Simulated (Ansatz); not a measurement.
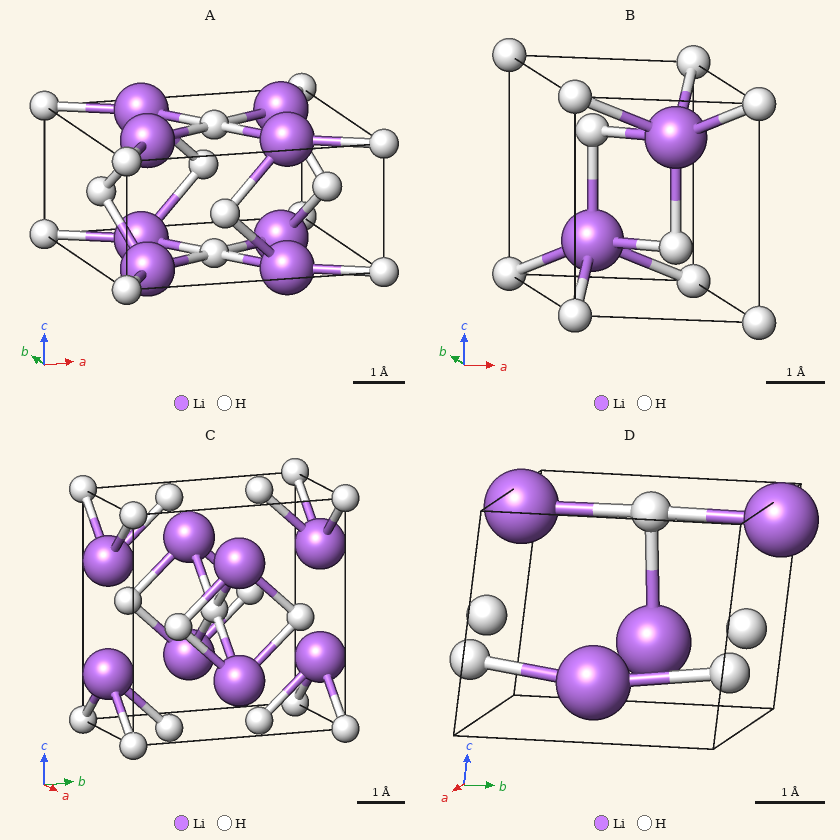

Four structures of Li$_{2}$H$_{3}$, each relaxed to rest (conventional cells in solid outline, small ones repeated, each panel with its own scale). Method: DFT PBE, scalar-relativistic, plane waves, PAW in Ansatz, without spin polarisation.

> What are the structures shown?

A: 10 atoms a cell on a primitive tetragonal lattice, P4/mbm; B: 5 atoms a cell on a primitive hexagonal lattice, P-3m1; C: 10 atoms a cell on a body-centred orthorhombic lattice, Immm; D: 5 atoms a cell on a primitive monoclinic lattice, Pm.

> Which of these is lowest in energy, and how far above it do the others lie?

D, then B (+49 meV/atom), C (+131 meV/atom) and A (+168 meV/atom), energies at zero smearing.

> Collect the results in a table.

| panel | structure | E − E(lowest) (meV/atom) | volume (Å³/atom) | gap (eV) |
| --- | --- | --- | --- | --- |
| D | Pm | 0 | 8.0 | metal |
| B | P-3m1 | 49 | 7.3 | metal |
| C | Immm | 131 | 7.1 | metal |
| A | P4/mbm | 168 | 7.6 | metal |

Some of these may be structure types tried for this composition rather than known phases, and the most stable form need not be among them. Gaps are taken on the k-mesh or band path of each run.
